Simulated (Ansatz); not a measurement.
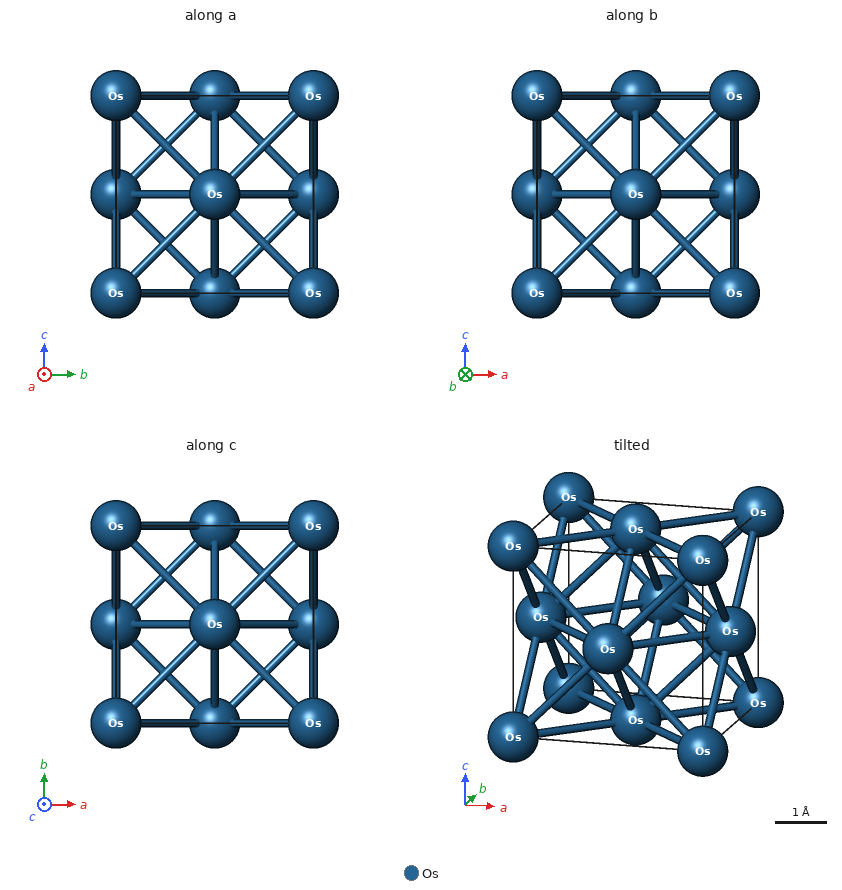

Ball-and-stick model, viewed along the a axis, along the b axis, along the c axis and slightly off an axis. The wireframe shows the conventional unit cell.

Lattice parameters: a = 3.895 Å, b = 3.895 Å, c = 3.895 Å, α = 90.00°, β = 90.00°, γ = 90.00°. Put a along x and b in the xy plane.

> Record the structure as a POSCAR file.

```
Os
1.0
     3.895    0.000    0.000
     0.000    3.895    0.000
     0.000    0.000    3.895
Os
4
Direct
  0.0000 0.0000 0.0000
  0.0000 0.5000 0.5000
  0.5000 0.0000 0.5000
  0.5000 0.5000 0.0000
```

The structure comes from a structure type filled with this element by a generator (whether the element takes this form wasn't checked). The cell was then strained or its atoms displaced on purpose. It was run through Ansatz as a DFT input.

At this level of theory the cell isn't at rest (stretched, at -11 GPa), so its distances can differ from those at equilibrium, the more so the softer the solid.
